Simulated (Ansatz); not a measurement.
# Calculations on Na

### Relaxation

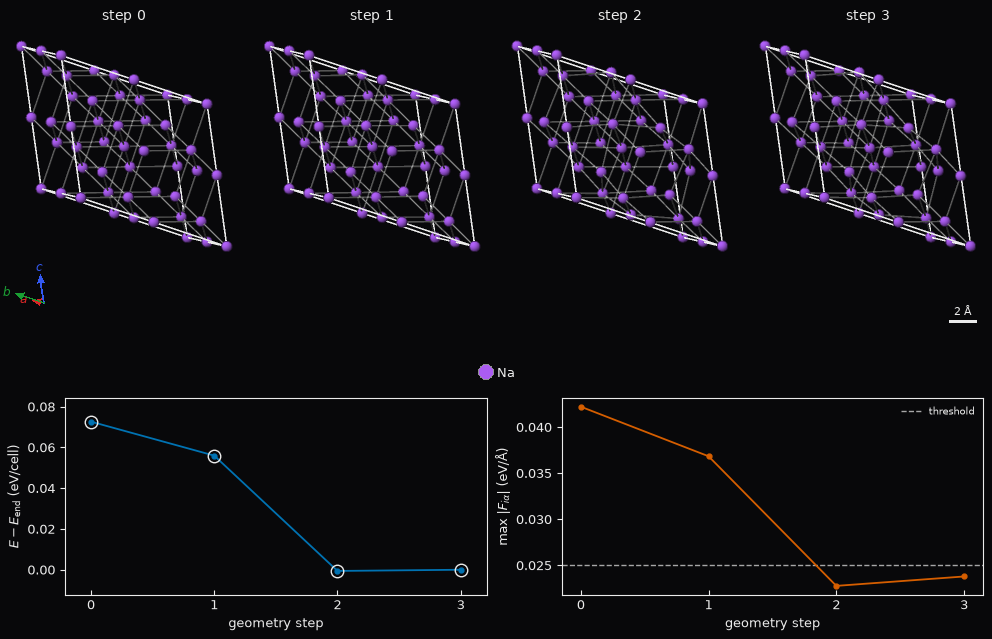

Frames of a relaxation of a defect cell of composition Na, marked on the history of the run. The picture is a ball-and-stick view of the cell of the calculation (origin shifted), seen from a free direction.

Case: Na vacancy (site a), charge +0, atoms relaxed at the host's cell.

Theory: Ansatz 0.2.0, DFT PBE, scalar-relativistic, plane waves, PAW.

The input:
```yaml
crystal:
  lattice:
    - [8.3931627978, 0.0, -8.3931627978]
    - [8.3931627978, -8.3931627978, 0.0]
    - [0.0, -8.3931627978, -8.3931627978]
  atoms:
    - { symbol: Na, position: [0.875, 0.375, 0.875] }
    - { symbol: Na, position: [0.375, 0.875, 0.875] }
    - { symbol: Na, position: [0.75, 0.75, 0.75] }
    - { symbol: Na, position: [0.375, 0.375, 0.875] }
    - { symbol: Na, position: [0.75, 0.25, 0.75] }
    - { symbol: Na, position: [0.25, 0.75, 0.75] }
    - { symbol: Na, position: [0.625, 0.625, 0.625] }
    - { symbol: Na, position: [0.875, 0.875, 0.375] }
    - { symbol: Na, position: [0.25, 0.25, 0.75] }
    - { symbol: Na, position: [0.625, 0.125, 0.625] }
    - { symbol: Na, position: [0.125, 0.625, 0.625] }
    - { symbol: Na, position: [0.5, 0.5, 0.5] }
    - { symbol: Na, position: [0.875, 0.375, 0.375] }
    - { symbol: Na, position: [0.375, 0.875, 0.375] }
    - { symbol: Na, position: [0.75, 0.75, 0.25] }
    - { symbol: Na, position: [0.125, 0.125, 0.625] }
    - { symbol: Na, position: [0.5, 0.0, 0.5] }
    - { symbol: Na, position: [0.0, 0.5, 0.5] }
    - { symbol: Na, position: [0.375, 0.375, 0.375] }
    - { symbol: Na, position: [0.75, 0.25, 0.25] }
    - { symbol: Na, position: [0.25, 0.75, 0.25] }
    - { symbol: Na, position: [0.625, 0.625, 0.125] }
    - { symbol: Na, position: [0.0, 1.0, 0.5] }
    - { symbol: Na, position: [0.25, 0.25, 0.25] }
    - { symbol: Na, position: [0.625, 0.125, 0.125] }
    - { symbol: Na, position: [0.125, 0.625, 0.125] }
    - { symbol: Na, position: [0.5, 0.5, 0.0] }
    - { symbol: Na, position: [0.125, 0.125, 0.125] }
    - { symbol: Na, position: [0.5, 0.0, 0.0] }
    - { symbol: Na, position: [0.0, 0.5, 0.0] }
    - { symbol: Na, position: [0.0, 0.0, 0.0] }
basis:
  ecutwfc: 420
  xc_grid: 2
kpoints:
  mp_grid: { grid: [3, 3, 3], shift: [0.0, 0.0, 0.0] }
hamiltonian:
  xc: pbe
scf:
  occupations: { method: gaussian, width: 0.1 }
output:
  forces: true
  stress: false
  eigenvalues: true
  write_density: true
  write_potential: true
  elf: true
  volumetric_format: npy
relax:
  adjacent_minimum: "off"
  f_tol: 0.025
  max_steps: 45
```

Command:
```bash
ansatz run input.yaml --threads 4 --pin off --max-ram 8192MiB --backend cpu --events-out ev --progress --plain --runs-dir out
```

Question: What happens along the run?

Answer: The largest moves, 0.23 Å, are those of 8 atoms (Na3, Na5, Na6, Na15 and others). Na31 goes along [−1 −1 −1]. The lattice vectors keep their values. Among the contacts that change: Na23–Na28 3.634 → 3.860 Å, Na13–Na15 3.634 → 3.716 Å, Na12–Na19 3.634 → 3.690 Å, Na20–Na28 3.634 → 3.579 Å. The energy falls by 72.6 meV per cell of the calculation in 3 geometry steps. The largest force component goes from 0.042 to 0.024 eV/Å. From step 0 to 1: Na atoms move most (0.03 Å), energy −16.7 meV per cell of the calculation. From step 1 to 2: Na atoms move most (0.19 Å), energy −56.6 meV per cell of the calculation. From step 2 to 3: Na atoms move most (0.06 Å), energy +0.6 meV per cell of the calculation.

### Relaxation

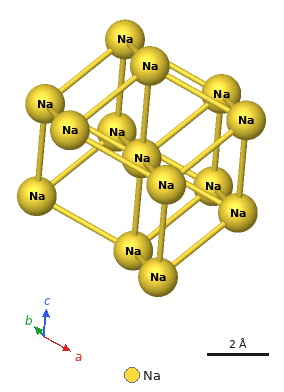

This is the input geometry for a relaxation of a defect cell of composition Na. Style: ball-and-stick. Shown: the atoms within 5.8 Å of the atom that moves most (axes of the cell of the calculation (origin shifted)), slightly off an axis.

Case: Na vacancy (site a), charge +0, atoms relaxed at the host's cell.

All numbers below come from DFT PBE, scalar-relativistic, plane waves, PAW (Ansatz).

Set-up: plane-wave cutoff 420 eV; k-point mesh 2 × 2 × 2; occupations gaussian; smearing width 0.1 eV; no spin polarisation; atoms relaxed in a fixed cell; force threshold 0.025 eV/Å; at most 45 steps.

```
Na
1.0
    -8.39316   -8.39316    8.39316
    -8.39316    8.39316   -8.39316
     8.39316   -8.39316   -8.39316
Na
63
Direct
  0.50000 0.75000 0.75000
  0.25000 0.75000 0.75000
  0.00000 0.75000 0.75000
  0.75000 0.50000 0.75000
  0.50000 0.50000 0.75000
  0.25000 0.50000 0.75000
  0.00000 0.50000 0.75000
  0.75000 0.25000 0.75000
  0.50000 0.25000 0.75000
  0.25000 0.25000 0.75000
  0.00000 0.25000 0.75000
  0.75000 0.00000 0.75000
  0.50000 0.00000 0.75000
  0.25000 0.00000 0.75000
  0.00000 0.00000 0.75000
  0.75000 0.75000 0.50000
  0.50000 0.75000 0.50000
  0.25000 0.75000 0.50000
  0.00000 0.75000 0.50000
  0.75000 0.50000 0.50000
  0.50000 0.50000 0.50000
  0.25000 0.50000 0.50000
  0.00000 0.50000 0.50000
  0.75000 0.25000 0.50000
  0.50000 0.25000 0.50000
  0.25000 0.25000 0.50000
  0.00000 0.25000 0.50000
  0.75000 0.00000 0.50000
  0.50000 0.00000 0.50000
  0.25000 0.00000 0.50000
  0.00000 0.00000 0.50000
  0.75000 0.75000 0.25000
  0.50000 0.75000 0.25000
  0.25000 0.75000 0.25000
  0.00000 0.75000 0.25000
  0.75000 0.50000 0.25000
  0.50000 0.50000 0.25000
  0.25000 0.50000 0.25000
  0.00000 0.50000 0.25000
  0.75000 0.25000 0.25000
  0.50000 0.25000 0.25000
  0.25000 0.25000 0.25000
  0.00000 0.25000 0.25000
  0.75000 0.00000 0.25000
  0.50000 0.00000 0.25000
  0.25000 0.00000 0.25000
  0.00000 0.00000 0.25000
  0.75000 0.75000 0.00000
  0.50000 0.75000 0.00000
  0.25000 0.75000 0.00000
  0.00000 0.75000 0.00000
  0.75000 0.50000 0.00000
  0.50000 0.50000 0.00000
  0.25000 0.50000 0.00000
  0.00000 0.50000 0.00000
  0.75000 0.25000 0.00000
  0.50000 0.25000 0.00000
  0.25000 0.25000 0.00000
  0.00000 0.25000 0.00000
  0.75000 0.00000 0.00000
  0.50000 0.00000 0.00000
  0.25000 0.00000 0.00000
  0.00000 0.00000 0.00000
```

### Where does the relaxation end?

The largest moves, 0.21 Å, are those of 8 atoms (Na1, Na3, Na4, Na12 and others). Na63 goes along [−1 −1 −1]. The cell stays as it was. Near-neighbour distances that change, for instance: Na42–Na63 3.634 → 3.847 Å, Na15–Na58 3.634 → 3.596 Å, Na12–Na15 3.634 → 3.665 Å, Na42–Na43 3.634 → 3.615 Å. The energy falls by 62.8 meV per cell of the calculation in 3 accepted moves (4 points after the start). The largest force component goes from 0.037 to 0.0015 eV/Å. The line search rejected the trial step at point 3 of the run. The run took 2.5 min on 8 threads of Intel(R) Xeon(R) Processor @ 2.10GHz (Emerald Rapids), on a shared host, peak memory 8.8 GiB.

After the run, drawn alike:

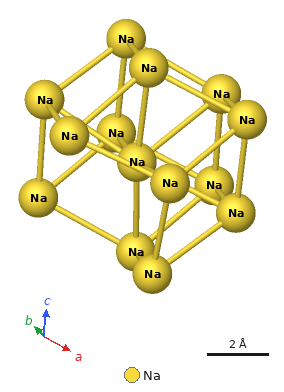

### Defect

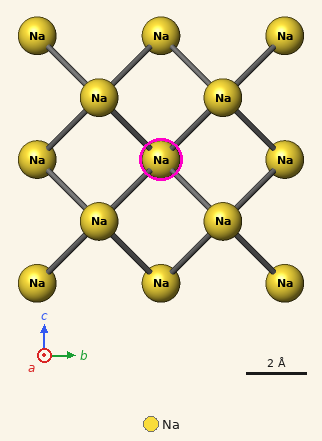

Perfect Na. Style: ball-and-stick. Shown: the atoms within 6.0 Å of one point, in a slice 5.0 Å thick across the line of sight, along the a axis.

All numbers below come from DFT PBEsol, scalar-relativistic, plane waves, PAW in Ansatz. Set-up: plane-wave cutoff 420 eV; k-point mesh 3 × 3 × 3; occupations gaussian; smearing width 0.1 eV; no spin polarisation. The cell is small and the k-mesh coarse, so the numbers are rough. The axes drawn are those of the host's conventional cell.

A sodium atom is taken out (a vacancy) at the ringed place, in charge state 0. The supercell has 32 sites, and the atoms are relaxed at the host's cell.

Q: Predict the relaxed surroundings of the defect.

A: Around the empty Na site the host had 8 Na at 3.61 Å; after relaxation the nearest atoms are 8 Na at 3.39 Å. Of the host's atoms, a sodium atom moves furthest from its site, by 0.22 Å. Relaxing the atoms from the host's sites lowers the energy by 0.08 eV. At a tolerance of 0.02 Å the relaxed supercell has space group Fm-3m.

The relaxed defect, seen from the same direction:

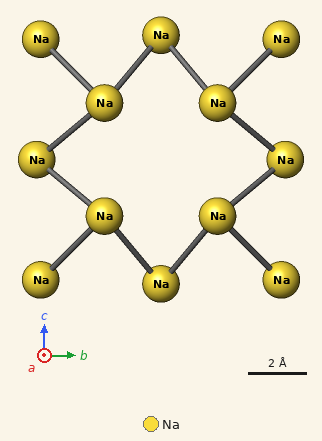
